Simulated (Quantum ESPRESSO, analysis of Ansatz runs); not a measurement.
# Migration in HfO2 (P2_1/c): V_O hop (2.5 Å), charge +2 (Quantum ESPRESSO)

Wanted: path and barrier of a jump of O in HfO2 (P2_1/c) at charge +2. The case: V_O hop (2.5 Å), in a cell of 48 host atoms with 1 O taken out.

Main program and level: Quantum ESPRESSO 7.5; Quantum ESPRESSO plane-wave DFT, PBEsol, GBRV 1.5 PBEsol potentials; nudged elastic band between two relaxed defect structures at fixed charge in a uniform background.

**1. Set-up**

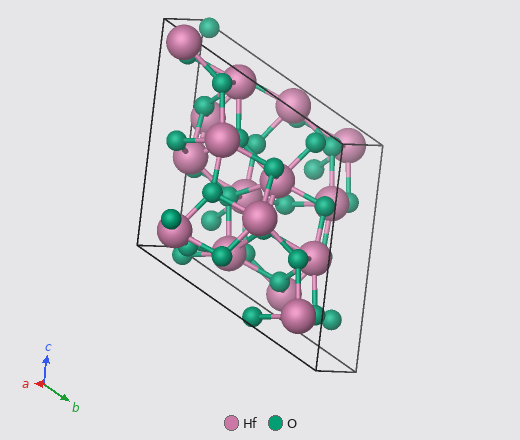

Start, viewed slightly off an axis; hafnium pink, oxygen teal. Bonds to atoms that aren't drawn are left out. Some periodic images of atoms are drawn too.

The cell holds 47 atoms: 16 Hf and 31 O. Its edges and angles: a = 9.411 Å, b = 8.427 Å, c = 9.411 Å, α = 110.9°, β = 113.5°, γ = 108.4°. It derives from HfO2 (space group P2_1/c). Nearest the centre at fractional (0.641, 0.628, 0.701): O31 at 1.27 Å, Hf8 at 1.69 Å, Hf10 at 1.71 Å, O22 at 2.56 Å, O20 at 2.65 Å, Hf3 at 2.66 Å, O38 at 2.69 Å, O24 at 2.82 Å. The cell carries charge +2.

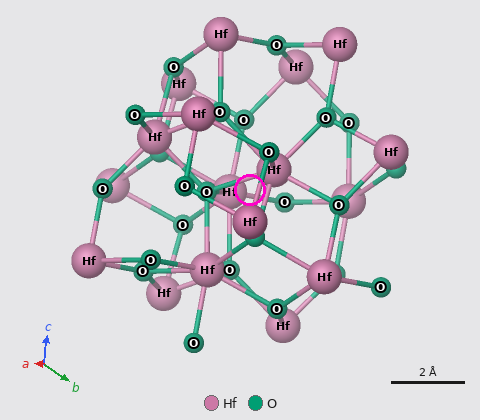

The atoms within 5 Å of the centre. A ring marks the centre wherever it is empty.

The cell's shortest repeat is 8.4 Å.

**2. Relaxation of the start point, charge +2**

The ends come first: from an unrelaxed start the top is counted from too high an energy, and the barrier comes out too low. Small random displacements break the symmetry of the ideal sites, so that the defect can distort if it gains by it. The charge of +2 is set by the electron count, and a uniform background keeps the cell neutral.

Contents of pw.in:

```
&CONTROL
  calculation = 'relax'
  prefix = 'pwscf'
  outdir = './tmp'
  pseudo_dir = './pseudo'
  tprnfor = .true.
  disk_io = 'low'
  nstep = 70
  forc_conv_thr = 0.0012
  etot_conv_thr = 0.0001
/
&SYSTEM
  ibrav = 0
  nat = 47
  ntyp = 2
  ecutwfc = 36
  ecutrho = 288
  nbnd = 192
  occupations = 'fixed'
  tot_charge = 2
  nosym = .true.
/
&ELECTRONS
  conv_thr = 5d-08
  electron_maxstep = 100
  mixing_beta = 0.5
/
&IONS
  ion_dynamics = 'bfgs'
/
ATOMIC_SPECIES
Hf   178.4900 hf_pbesol_v1.uspp.F.UPF
O     15.9990 o_pbesol_v1.2.uspp.F.UPF
CELL_PARAMETERS angstrom
  -5.9416700219    5.1632183080    5.1583953540
   4.2040263251   -5.1632183080    5.1655566081
   5.9416700219    5.1632183080   -5.1583953540
ATOMIC_POSITIONS crystal
Hf     0.0826846387    0.4926019833    0.8675515790
Hf     0.0826846387    0.9926019833    0.3675515790
Hf     0.5844084282    0.4915541547    0.3702292635
Hf     0.5855223344    0.9918887040    0.8672820142
Hf     0.3749495956    0.2573980167    0.8400826553
Hf     0.3749495956    0.7573980167    0.3400826553
Hf     0.8749495956    0.2573980167    0.3400826553
Hf     0.8727530569    0.7575715318    0.8368622624
Hf     0.4173153613    0.0073980167    0.1324484210
Hf     0.4176581380    0.5052157119    0.6294133870
Hf     0.9150641302    0.0032176899    0.6290412458
Hf     0.9173153613    0.5073980167    0.1324484210
Hf     0.1250504044    0.2426019833    0.1599173447
Hf     0.1250504044    0.7426019833    0.6599173447
Hf     0.6273286955    0.2431507350    0.6584294075
Hf     0.6250504044    0.7426019833    0.1599173447
O      0.3651648285    0.2144150034    0.5958071646
O      0.3615726824    0.7141022888    0.0938855746
O      0.8615726824    0.2141022888    0.0938855746
O      0.8628575047    0.7139120091    0.5972595581
O      0.3797832858    0.0358977112    0.8974703936
O      0.3780980652    0.5327712991    0.3935088151
O      0.8797832858    0.0358977112    0.3974703936
O      0.8780389939    0.5318234312    0.8968180592
O      0.1409367707    0.2880637681    0.4053501790
O      0.1360402806    0.7868211000    0.9071814300
O      0.6384273176    0.2858977112    0.9061144254
O      0.6398293830    0.7831765220    0.4062524982
O      0.1202167142    0.4641022888    0.1025296064
O      0.1202167142    0.9641022888    0.6025296064
O      0.6214887563    0.4624654880    0.6047972759
O      0.6216108219    0.9683364028    0.1053435347
O      0.3375320021    0.2008740207    0.2057614505
O      0.3377849421    0.7012726569    0.7041840563
O      0.8393410070    0.2053133674    0.7074563250
O      0.8393410070    0.7053133674    0.2074563250
O      0.5021429576    0.0446866326    0.3840276395
O      0.4993543562    0.5457787575    0.8827297415
O      1.0000183885    0.0455963746    0.8814233496
O      1.0021429576    0.5446866326    0.3840276395
O      0.1606589930    0.2946866326    0.7925436750
O      0.1606589930    0.7946866326    0.2925436750
O      0.6597530557    0.2904402322    0.2909110184
O     -0.0021429576    0.4553133674    0.6159723605
O     -0.0025639609    0.9576501063    0.1142311242
O      0.4978570424    0.4553133674    0.1159723605
O      0.4981002126    0.9575238890    0.6141052068
K_POINTS gamma
```

Launch:

```console
$ OMP_NUM_THREADS=1 mpirun -n 4 pw.x -in pw.in > pw.out
```

The program printed:

```text
[shortened: banners, details of potentials and solvers, and blank lines are left out]
     gamma-point specific algorithms are used
     one sub-group per band group will be used
     scalapack distributed-memory algorithm (size of sub-group:  2*  2 procs)
     bravais-lattice index     =            0
     lattice parameter (alat)  =      17.7847  a.u.
     unit-cell volume          =    3650.0307 (a.u.)^3
     number of atoms/cell      =           47
     number of atomic types    =            2
     number of electrons       =       376.00
     number of Kohn-Sham states=          192
     kinetic-energy cutoff     =      36.0000  Ry
     charge density cutoff     =     288.0000  Ry
     scf convergence threshold =      5.0E-08
     mixing beta               =       0.5000
     number of iterations used =            8  plain     mixing
     energy convergence thresh.=      1.0E-04
     force convergence thresh. =      1.2E-03
     Exchange-correlation= SLA  PW   PSX  PSC
                           (   1   4  10   8   0   0   0)
     nstep                     =           70
     crystal axes: (cart. coord. in units of alat)
               a(1) = (  -0.631338   0.548623   0.548110 )
               a(2) = (   0.446703  -0.548623   0.548871 )
               a(3) = (   0.631338   0.548623  -0.548110 )
     PseudoPot. # 1 for Hf read from file:
     hf_pbesol_v1.uspp.F.UPF
     Pseudo is Ultrasoft + core correction, Zval = 12.0
[...]
PseudoPot. # 2 for O  read from file:
     o_pbesol_v1.2.uspp.F.UPF
     Pseudo is Ultrasoft + core correction, Zval =  6.0
[...]
atomic species   valence    mass     pseudopotential
     Hf               12.00   178.49000     Hf( 1.00)
     O                 6.00    15.99900     O ( 1.00)
     No symmetry found
     site n.     atom                  positions (alat units)
         1        Hf     tau(   1) = (   0.7155632   0.2510686  -0.1598186  )
         2        Hf     tau(   2) = (   0.6232457  -0.2975543   0.3886723  )
         3        Hf     tau(   3) = (   0.0843593   0.2540582   0.3871939  )
         4        Hf     tau(   4) = (   0.6209653   0.2528689   0.3899839  )
         5        Hf     tau(   5) = (   0.4086367   0.5253801  -0.1136659  )
         6        Hf     tau(   6) = (   0.3163192  -0.0232428   0.4348250  )
         7        Hf     tau(   7) = (  -0.2227014   0.5253801   0.4344446  )
         8        Hf     tau(   8) = (   0.3157503   0.5223131   0.4354815  )
[...]
number of k points=     1
                       cart. coord. in units 2pi/alat
        k(    1) = (   0.0000000   0.0000000   0.0000000), wk =   2.0000000
     Dense  grid:   150556 G-vectors     FFT dimensions: ( 100,  90, 100)
     Smooth grid:    53237 G-vectors     FFT dimensions: (  72,  64,  72)
     Check: negative core charge=   -0.000005
     starting charge     345.9999, renormalised to     376.0000
     Self-consistent Calculation
     iteration #  1     ecut=    36.00 Ry     beta= 0.50
     total energy              =   -3542.60463760 Ry
     estimated scf accuracy    <      15.61070996 Ry
     iteration #  2     ecut=    36.00 Ry     beta= 0.50
     total energy              =   -3544.16852557 Ry
     estimated scf accuracy    <       4.06571301 Ry
     iteration #  3     ecut=    36.00 Ry     beta= 0.50
     total energy              =   -3544.93794575 Ry
     estimated scf accuracy    <       1.38262549 Ry
[...]
estimated scf accuracy    <       0.00002834 Ry
[... 226 further cycles ...]
     iteration #  5     ecut=    36.00 Ry     beta= 0.50
     total energy              =   -3545.36871914 Ry
     estimated scf accuracy    <       0.00000002 Ry
     iteration #  6     ecut=    36.00 Ry     beta= 0.50
     total energy              =   -3545.36871914 Ry
     estimated scf accuracy    <          2.7E-09 Ry
     iteration #  7     ecut=    36.00 Ry     beta= 0.50
     End of self-consistent calculation
          k = 0.0000 0.0000 0.0000 (  6643 PWs)   bands (ev):
   -49.4758 -49.4222 -49.3991 -49.3948 -49.3776 -49.3544 -49.3072 -49.2828
   -49.2420 -49.2407 -49.2055 -49.1957 -49.1917 -49.1876 -49.1806 -49.1570
   -18.5636 -18.5343 -18.4955 -18.4665 -18.4285 -18.4211 -18.3646 -18.3576
   -18.3468 -18.3258 -18.3096 -18.2882 -18.2587 -18.2503 -18.2370 -18.2315
   -18.2240 -18.2089 -18.1819 -18.1764 -18.1659 -18.1625 -18.1189 -18.1082
   -18.0883 -18.0701 -18.0609 -18.0545 -18.0356 -18.0254 -18.0071 -18.0023
   -17.9887 -17.9743 -17.9536 -17.9419 -17.9316 -17.9106 -17.9090 -17.8934
   -17.8813 -17.8749 -17.8665 -17.8638 -17.8411 -17.8206 -17.8082 -17.7811
[...]
highest occupied, lowest unoccupied level (ev):    10.8515   14.5710
!    total energy              =   -3545.36871915 Ry
     estimated scf accuracy    <          4.4E-10 Ry
     The total energy is the sum of the following terms:
     one-electron contribution =    -575.56743157 Ry
     hartree contribution      =     503.45456241 Ry
     xc contribution           =   -1429.88366604 Ry
     ewald contribution        =   -2043.37218394 Ry
     convergence has been achieved in   7 iterations
     Forces acting on atoms (cartesian axes, Ry/au):
     atom    1 type  1   force =     0.00013181   -0.00001704    0.00035933
     atom    2 type  1   force =    -0.00010790   -0.00005793    0.00010536
     atom    3 type  1   force =    -0.00003401    0.00009454    0.00024110
     atom    4 type  1   force =    -0.00009925    0.00003312   -0.00004777
     atom    5 type  1   force =     0.00009801   -0.00037379    0.00010671
     atom    6 type  1   force =    -0.00004913    0.00000200   -0.00015255
     atom    7 type  1   force =     0.00005041   -0.00018686   -0.00048523
     atom    8 type  1   force =     0.00029086    0.00000829   -0.00009692
[...]
Total force =     0.003804     Total SCF correction =     0.000076
     Energy error            =      3.3E-05 Ry
     Gradient error          =      1.3E-03 Ry/Bohr
     number of scf cycles    =  28
     number of bfgs steps    =  27
     energy             old  =   -3545.3686858318 Ry
     energy             new  =   -3545.3687191452 Ry
     CASE: energy            _new < energy            _old
     new trust radius        =       0.0061583472 bohr
     new conv_thr            =       0.0000000005 Ry
ATOMIC_POSITIONS (crystal)
Hf               0.0871350531        0.4862088527        0.8676570012
Hf               0.0777557441        0.9845193297        0.3623372306
Hf               0.5800379093        0.4933395591        0.3657378397
Hf               0.5817964344        1.0176267730        0.8792295345
Hf               0.3741321776        0.2621299277        0.8392233535
Hf               0.3762589095        0.7576363668        0.3433382525
Hf               0.8748010506        0.2576141343        0.3441091329
Hf               0.8987735815        0.7529894177        0.8425306979
[...]
Check: negative core charge=   -0.000005
     Self-consistent Calculation
     iteration #  1     ecut=    36.00 Ry     beta= 0.50
     total energy              =   -3545.36873662 Ry
     estimated scf accuracy    <       0.00002372 Ry
     iteration #  2     ecut=    36.00 Ry     beta= 0.50
     total energy              =   -3545.36873948 Ry
     estimated scf accuracy    <       0.00000299 Ry
     iteration #  3     ecut=    36.00 Ry     beta= 0.50
     total energy              =   -3545.36874003 Ry
     estimated scf accuracy    <       0.00000048 Ry
[...]
estimated scf accuracy    <       0.00000004 Ry
     iteration #  5     ecut=    36.00 Ry     beta= 0.50
     total energy              =   -3545.36874011 Ry
     estimated scf accuracy    <          9.8E-09 Ry
     iteration #  6     ecut=    36.00 Ry     beta= 0.50
     total energy              =   -3545.36874012 Ry
     estimated scf accuracy    <          1.9E-09 Ry
     iteration #  7     ecut=    36.00 Ry     beta= 0.50
     End of self-consistent calculation
          k = 0.0000 0.0000 0.0000 (  6643 PWs)   bands (ev):
   -49.4779 -49.4217 -49.3996 -49.3959 -49.3783 -49.3556 -49.3064 -49.2827
   -49.2404 -49.2403 -49.2056 -49.1949 -49.1903 -49.1863 -49.1793 -49.1567
   -18.5639 -18.5345 -18.4961 -18.4669 -18.4287 -18.4217 -18.3648 -18.3577
   -18.3468 -18.3259 -18.3097 -18.2882 -18.2585 -18.2502 -18.2369 -18.2314
   -18.2238 -18.2088 -18.1821 -18.1764 -18.1659 -18.1623 -18.1187 -18.1079
   -18.0885 -18.0697 -18.0610 -18.0544 -18.0354 -18.0249 -18.0066 -18.0018
   -17.9883 -17.9738 -17.9535 -17.9416 -17.9311 -17.9098 -17.9085 -17.8929
   -17.8807 -17.8747 -17.8659 -17.8634 -17.8409 -17.8201 -17.8075 -17.7805
[...]
highest occupied, lowest unoccupied level (ev):    10.8518   14.5709
!    total energy              =   -3545.36874012 Ry
     estimated scf accuracy    <          2.2E-10 Ry
     The total energy is the sum of the following terms:
     one-electron contribution =    -575.58224921 Ry
     hartree contribution      =     503.46323164 Ry
     xc contribution           =   -1429.88379883 Ry
     ewald contribution        =   -2043.36592372 Ry
     convergence has been achieved in   7 iterations
     Forces acting on atoms (cartesian axes, Ry/au):
     atom    1 type  1   force =     0.00005483   -0.00002662    0.00024266
     atom    2 type  1   force =    -0.00007756    0.00001375   -0.00008224
     atom    3 type  1   force =    -0.00012659    0.00016374    0.00013668
     atom    4 type  1   force =     0.00001396    0.00005701    0.00009235
     atom    5 type  1   force =    -0.00020246   -0.00003814   -0.00020317
     atom    6 type  1   force =     0.00009879    0.00007602   -0.00010348
     atom    7 type  1   force =    -0.00006108   -0.00011129   -0.00030702
     atom    8 type  1   force =     0.00005343   -0.00003060   -0.00007536
[...]
Total force =     0.002903     Total SCF correction =     0.000051
     Energy error            =      2.1E-05 Ry
     Gradient error          =      1.1E-03 Ry/Bohr
     bfgs converged in  29 scf cycles and  28 bfgs steps
     (criteria: energy <  1.0E-04 Ry, force <  1.2E-03 Ry/Bohr)
     End of BFGS Geometry Optimization
     Final energy             =   -3545.3687401166 Ry
Begin final coordinates
ATOMIC_POSITIONS (crystal)
Hf               0.0871350531        0.4862088527        0.8676570012
Hf               0.0777557441        0.9845193297        0.3623372306
Hf               0.5800379093        0.4933395591        0.3657378397
Hf               0.5817964344        1.0176267730        0.8792295345
Hf               0.3741321776        0.2621299277        0.8392233535
Hf               0.3762589095        0.7576363668        0.3433382525
Hf               0.8748010506        0.2576141343        0.3441091329
Hf               0.8987735815        0.7529894177        0.8425306979
[...]
End final coordinates
   JOB DONE.
```

Elapsed: 11 min, on 4 MPI ranks of Arm Neoverse V1, shared host; peak memory 1.4 GiB.

Relaxation path (22 of 29):

```csv
step,energy less that of the first step (eV)
0,0.0000
1,-1.7422
3,-2.4967
4,-2.6388
5,-2.7602
7,-2.8585
8,-2.8973
9,-2.9185
11,-2.9546
12,-2.9719
13,-2.9856
15,-3.0091
16,-3.0211
17,-3.0325
19,-3.0484
20,-3.0525
21,-3.0553
23,-3.0592
24,-3.0605
25,-3.0614
27,-3.0625
28,-3.0627
```

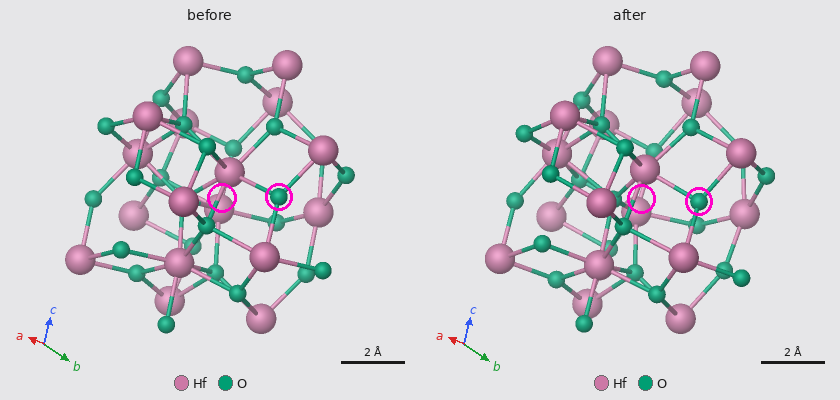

Before and after: the atoms that start within 5 Å of the centre. O39, which moves most, is ringed if it is among them. A ring with no atom in it marks the empty centre.

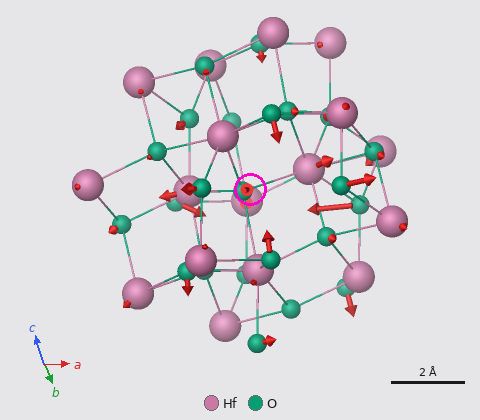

Displacements in the relaxation near the centre, exaggerated; the longest in the cell stands for 0.49 Å. A ring marks the centre wherever it is empty.

The atoms that moved most (Å):

```csv
atom,dx,dy,dz,length
O39,0.142,-0.293,-0.368,0.491
O31,0.340,-0.078,0.115,0.367
O44,-0.158,0.246,0.200,0.354
O41,0.111,0.213,-0.202,0.314
O34,-0.077,0.021,0.259,0.271
Hf8,-0.140,0.187,0.081,0.248
O43,0.161,0.157,-0.103,0.247
O35,-0.129,-0.157,0.136,0.244
```

Neighbours of O31 at the end:

```csv
atom,distance (Å)
Hf10,2.070
Hf8,2.116
Hf3,2.321
Hf15,2.359
O24,2.599
O22,2.623
O20,2.643
O17,2.695
```

This step gave:

| Property | Result |
| --- | --- |
| highest filled level | 10.85 eV |
| lowest empty level | 14.57 eV |
| r.m.s. move of the farther half of the atoms | 0.1330 Å |
| largest move from the ideal geometry of this structure, a common shift of the far atoms taken out | 0.5236 Å |

The relaxation gained 3.063 eV and ended with a largest force component of 0.028 eV/Å.

(Part 1 of 3 ends here.)

[Logs are printed without paths, hosts, clocks, repeated set-up lines and the standing remarks that a program may print on its own settings, such as how far it seeks lower states.]

[Hosts, paths, dates, database ids (printed as entryN), source tags and the programs' standing remarks are cut or masked in the printed files.]
